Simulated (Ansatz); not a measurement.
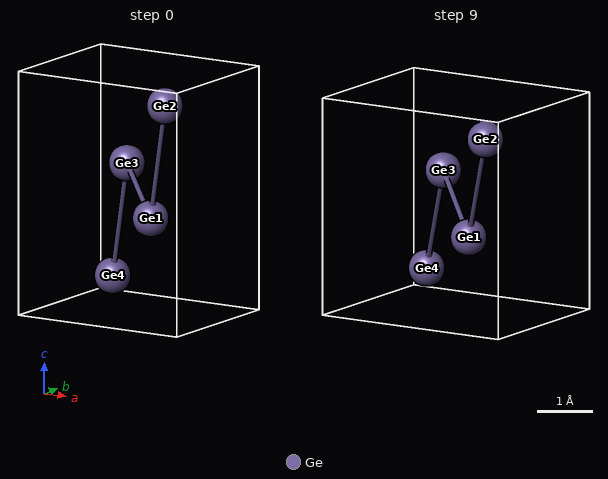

The structure of a crystal of Ge (a generated structure, set up in Cmce) (coarse preliminary run) before (left) and after (right) a relaxation, at one scale.

The picture is a ball-and-stick view of the cell of the calculation, seen slightly off an axis.

Case: Ga → Ge on all its sites, cell and atoms relaxed.

Theory: DFT PBE, scalar-relativistic, plane waves, PAW (Ansatz). Settings: plane-wave cutoff 420 eV; k-point mesh 6 × 6 × 4; occupations gaussian; smearing width 0.1 eV; no spin polarisation; cell and atoms relaxed; force threshold 0.05 eV/Å; at most 60 steps.

Question: What changed between the two?

Answer: Over 7 accepted moves (9 points after the start) the energy falls by 129 meV per atom. The largest force component goes from 0.28 to 0.032 eV/Å. Pressure: 9.70 GPa at the start and 0.25 GPa at the end. The line search rejected the trial step at point 6 of the run. At 1 point the geometry stayed and the basis and grid were re-selected for the new cell (energy shift of 3.7 meV per atom at most each time). The largest moves relative to the cell, 0.15 Å, are those of Ge1, Ge2, Ge3 and Ge4. Ge1 goes roughly along [0 1 −3]. The volume changes by +9.5 %, with a = b 4.446 → 4.928 Å (+10.8 %), c 4.539 → 4.042 Å (−10.9 %), γ 118.9° → 118.7°. Among the contacts that change: Ge1–Ge3 2.781 → 3.165 Å, Ge1–Ge3 (another image) 2.508 → 2.728 Å, Ge1–Ge2 2.685 → 2.629 Å, Ge1–Ge4 2.725 → 2.732 Å. Bond angles that change, for instance: Ge4–Ge1–Ge4 112.2° → 133.5°, Ge2–Ge1–Ge2 115.4° → 100.5°, Ge2–Ge1–Ge4 61.9° → 72.3°. The space group stays Cmce (No. 64). The run took 29 s on 1 thread of Intel(R) Xeon(R) 6975P-C (Granite Rapids), with other jobs on the host, peak memory 0.46 GiB.
